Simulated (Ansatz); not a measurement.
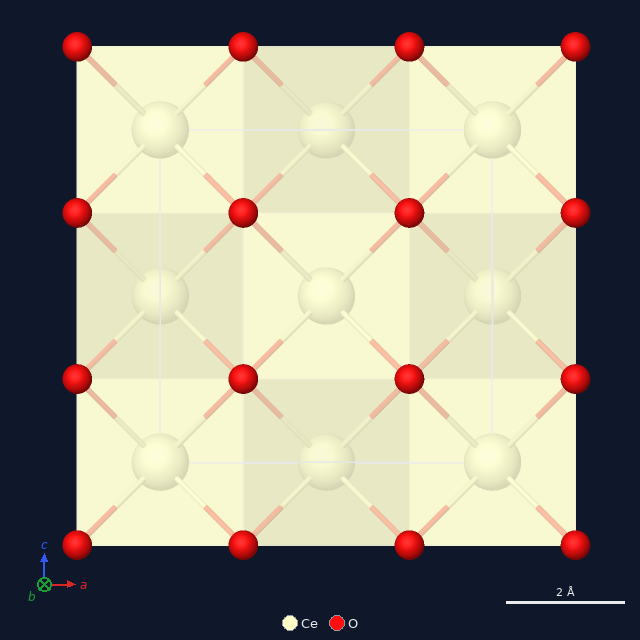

Drawn in the polyhedral manner and seen along the b axis. The parallelepiped is the conventional unit cell. A few atoms beyond the faces are included.

Lattice: a = 5.64 Å, b = 5.64 Å, c = 5.64 Å, α = 90.00°, β = 90.00°, γ = 90.00°.

The bonds drawn are Ce–O up to 3.08 Å (cut-off distances).

The composition is CeO$_{2}$.

> What lattice type does the structure have?

Face-centred cubic.

> Describe the environment of the Ce atoms.

Eight O in a cubic arrangement at about 2.4 Å.

> Describe the polyhedral units and how they are joined.

The polyhedra are CeO8 cubes; they share edges.

It goes back to a structure type known for this compound. The cell was then strained or its atoms displaced on purpose. It was run through Ansatz as a DFT input.

At this level of theory the cell isn't at rest (stretched, at -13 GPa), so its distances can differ from those at equilibrium, the more so the softer the solid.
